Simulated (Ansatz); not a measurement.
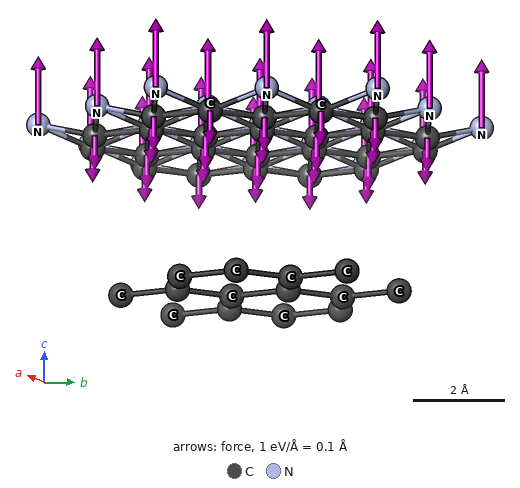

Starting geometry of a slab of composition C₈N (cut from the Fmmm phase) with the computed forces as purple arrows. A ball-and-stick model of the atoms within 5.0 Å of the atom that moves most (axes of the 3 × 3 repeat of the cell, outlined in the plane, without the vacuum), seen from a free direction.

Case: N put at a hollow C-C site. The slab is the (0 0 1) face of C with N on it. 4 atoms are held fixed.

These are results of DFT PBE+D3(BJ), scalar-relativistic, plane waves, PAW in Ansatz, not measurements. Set-up: plane-wave cutoff 420 eV; k-point mesh 12 × 12 × 1; occupations gaussian; smearing width 0.1 eV; no spin polarisation; dipole correction; atoms relaxed in a fixed cell; force threshold 0.03 eV/Å; at most 70 steps.

Is this structure relaxed? If not, where do the atoms go?

Answer. It isn't relaxed: the largest force vector, on the N atom, is 15.67 eV/Å. The final displacements follow the starting forces only in part (cosine between the two patterns 0.82). The N atom moves most: 2.89 Å along the normal (+c). By element the largest moves are N 2.89 Å, C 0.02 Å. The lattice vectors keep their values. Among the contacts that change: C–N 1.473 → 3.570 Å. Bonds break, among them: C–N (1.47 → 3.57 Å). Over 16 geometry steps the energy falls by 12.024 eV per cell of the calculation. Largest force component: 16 eV/Å at the start, 0.0093 eV/Å at the end.

Limits of the set-up: the cell has an odd number of electrons but was run without spin polarisation; the periodic images lie only 2.5 Å apart, so the values are limited by the cell's size.
